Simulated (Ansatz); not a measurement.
System: Sr8Ti8O23 (cell charge +2, with a compensating background) (cell with a defect).

Input file:

```
crystal:
  lattice:
    - [0.0, 0.0, -7.8728082298]
    - [0.0, -7.8728082298, 0.0]
    - [-7.8728082298, 0.0, 0.0]
  atoms:
    - { symbol: Sr, position: [0.25, 0.25, 0.25] }
    - { symbol: Sr, position: [0.75, 0.25, 0.25] }
    - { symbol: Sr, position: [0.25, 0.75, 0.25] }
    - { symbol: Sr, position: [0.75, 0.75, 0.25] }
    - { symbol: Sr, position: [0.25, 0.25, 0.75] }
    - { symbol: Sr, position: [0.75, 0.25, 0.75] }
    - { symbol: Sr, position: [0.25, 0.75, 0.75] }
    - { symbol: Sr, position: [0.75, 0.75, 0.75] }
    - { symbol: Ti, position: [0.0, 0.0, 0.5] }
    - { symbol: Ti, position: [0.5, 0.0, 0.5] }
    - { symbol: Ti, position: [0.0, 0.5, 0.5] }
    - { symbol: Ti, position: [0.5, 0.5, 0.5] }
    - { symbol: Ti, position: [0.0, 0.0, 1.0] }
    - { symbol: Ti, position: [0.5, 0.0, 1.0] }
    - { symbol: Ti, position: [0.0, 0.5, 1.0] }
    - { symbol: Ti, position: [0.5, 0.5, 1.0] }
    - { symbol: O, position: [0.5, 0.5, 0.25] }
    - { symbol: O, position: [1.0, 0.5, 0.25] }
    - { symbol: O, position: [0.5, 1.0, 0.25] }
    - { symbol: O, position: [1.0, 1.0, 0.25] }
    - { symbol: O, position: [0.5, 0.5, 0.75] }
    - { symbol: O, position: [1.0, 0.5, 0.75] }
    - { symbol: O, position: [0.5, 1.0, 0.75] }
    - { symbol: O, position: [1.0, 1.0, 0.75] }
    - { symbol: O, position: [1.0, 0.25, 0.0] }
    - { symbol: O, position: [0.5, 0.75, 0.0] }
    - { symbol: O, position: [1.0, 0.75, 0.0] }
    - { symbol: O, position: [0.5, 0.25, 0.5] }
    - { symbol: O, position: [1.0, 0.25, 0.5] }
    - { symbol: O, position: [0.5, 0.75, 0.5] }
    - { symbol: O, position: [1.0, 0.75, 0.5] }
    - { symbol: O, position: [0.25, 0.5, 0.5] }
    - { symbol: O, position: [0.75, 0.5, 0.5] }
    - { symbol: O, position: [0.25, 1.0, 0.5] }
    - { symbol: O, position: [0.75, 1.0, 0.5] }
    - { symbol: O, position: [0.25, 0.5, 1.0] }
    - { symbol: O, position: [0.75, 0.5, 1.0] }
    - { symbol: O, position: [0.25, 1.0, 1.0] }
    - { symbol: O, position: [0.75, 1.0, 1.0] }
total_charge: 2
basis:
  ecutwfc: 420
  xc_grid: 2
kpoints:
  mp_grid: { grid: [2, 2, 2], shift: [0.5, 0.5, 0.5] }
hamiltonian:
  xc: pbe
scf:
  occupations: { method: gaussian, width: 0.02 }
output:
  forces: true
  stress: false
  eigenvalues: true
  write_density: true
  write_potential: true
  elf: true
  volumetric_format: npy
relax:
  adjacent_minimum: "off"
  f_tol: 0.02
  max_steps: 60
```

Launched as:

```sh
ansatz run input.yaml --threads 4 --pin off --max-ram 10240MiB --backend cpu --events-out ev --progress --plain --runs-dir out
```

The fields are those of the relaxed geometry.

Computed without spin polarisation.

Computed with DFT PBE, scalar-relativistic, plane waves, PAW in Ansatz.

Question: What can the converged valence pseudo-density and electron localisation function tell about the bonding?

Answer: Ti–O (1.93 Å): ρ at the midpoint is about 0.75 e/Å³; the ELF peaks at about 0.80 in the valence shell of O, 0.6 Å from its nucleus, and is about 0.20 at the midpoint: no localised pair shows between them.
Ti–O (1.97 Å): the density is about 0.67 e/Å³ at the midpoint; the ELF peaks at about 0.85 in the valence shell of O, 0.6 Å from its nucleus, and is about 0.20 at the midpoint (no shared electron pair shows on this line).
Ti–O (2.03 Å): ρ is about 0.58 e/Å³ halfway; the ELF peaks at about 0.85 in the valence shell of O, 0.6 Å from its nucleus, and is about 0.20 at the midpoint; no shared electron pair shows on this line.
Sr–O (2.73 Å): the density is about 0.16 e/Å³ at the midpoint; the ELF is about 0.05 at the midpoint (a largely ionic contact).

Question: Does the calculation make it a metal, or give it a gap?

Answer: It is gapped, with a Kohn–Sham gap of 2.5 eV on the k-point mesh, an upper bound to the gap of this method.

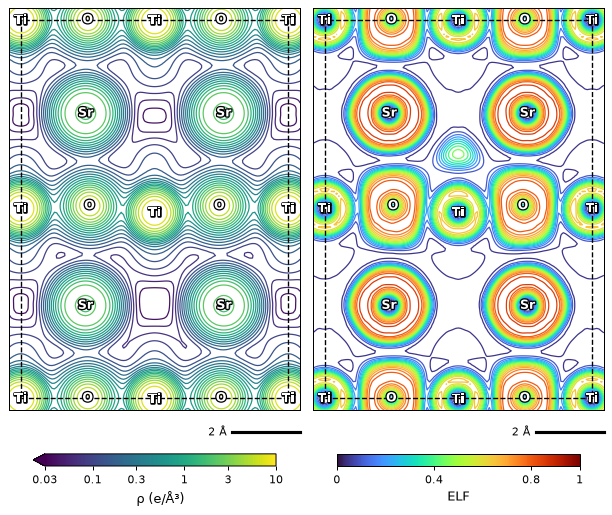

Computed valence pseudo-density and electron localisation function on the (011) plane of the calculation cell, in this order. 
